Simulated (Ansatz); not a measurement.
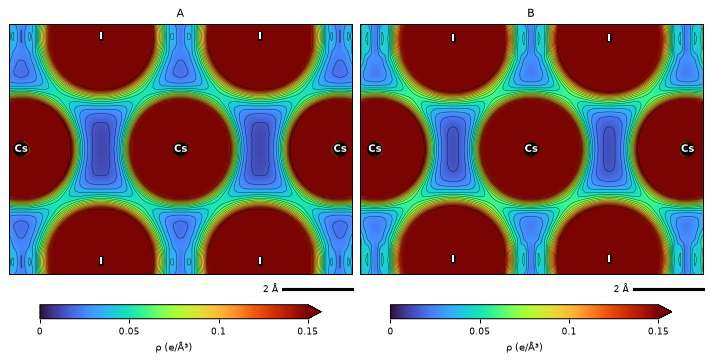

CsI. The valence pseudo-density of two cells that differ in size, on the (110) plane of each (indices in the axes of the calculation cell), at one length scale and on one colour scale: A has 49.5 Å³ an atom and B 46.7.

Computed with DFT, LDA, PAW with Ansatz's default frozen-core files, scalar-relativistic (Ansatz 0.2.0).

The density is the valence pseudo-density of a PAW calculation; it isn't the true density close to the nuclei.

The larger cell:

```
CELL_PARAMETERS angstrom
4.62680 0.00000 0.00000
0.00000 4.62680 0.00000
0.00000 0.00000 4.62680
ATOMIC_POSITIONS crystal
Cs 0.00000 0.00000 0.00000
I 0.50000 0.50000 0.50000
```

The smaller cell: a = 4.536 Å, b = 4.536 Å, c = 4.536 Å, α = 90.00°, β = 90.00°, γ = 90.00°.

What changes from the larger cell to the smaller?

Answer. From the larger cell to the smaller, Cs–I goes from 4.01 to 3.93 Å, and the density at its midpoint from 0.05 to 0.06 e/Å³; the pressure goes from −1.7 to −1.2 GPa; the Kohn–Sham gap goes from 3.4 eV to 3.6 eV.
